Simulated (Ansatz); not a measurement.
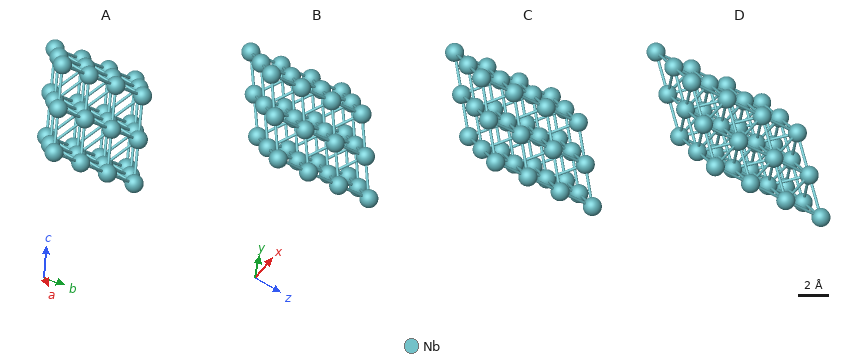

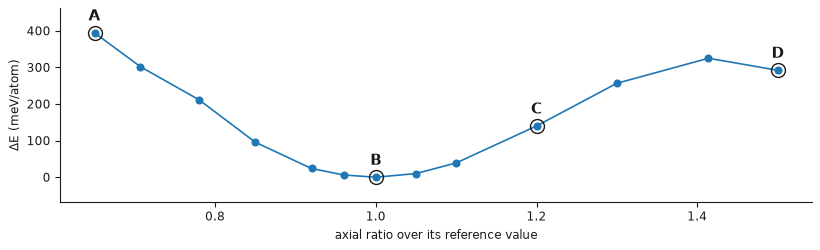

Solid Nb (Im-3m): the ratio of the cell's length along z to its lengths across, counted as 1 for the reference, is changed at fixed volume (a tetragonal or Bain path), with the atoms kept at their fractional coordinates. x, y and z are the Cartesian axes of the input. The lettered frames are marked on the plot. A ball-and-stick model of the cell of the calculation, repeated 2 × 3 × 2 with one cell outlined, seen slightly off an axis.

Method: DFT PBE, scalar-relativistic, plane waves, PAW (Ansatz). (plane-wave cutoff 420 eV; k-point mesh 22 × 22 × 22; occupations gaussian; smearing width 0.15 eV; no spin polarisation). Energies (free energies at the smearing named) are counted from the cell as listed in its source, which wasn't relaxed.

Question: What does the scan show?

Answer: The lowest computed point lies at the relative ratio 1.00 (0 meV/atom). A local maximum lies at 1.414 (325 meV/atom). The unrelaxed reference is under a pressure of −2.6 GPa. The distortion takes the space group from Im-3m to I4/mmm, except for Fm-3m at 1.414. At the relative ratio 1.50 the cell of the drawing goes a 2.882 → 2.997 Å, b 2.882 → 2.997 Å, c 2.882 → 2.997 Å, α 109.5° → 122.0°, β 109.5° → 122.0°, γ 109.5° → 86.6°.
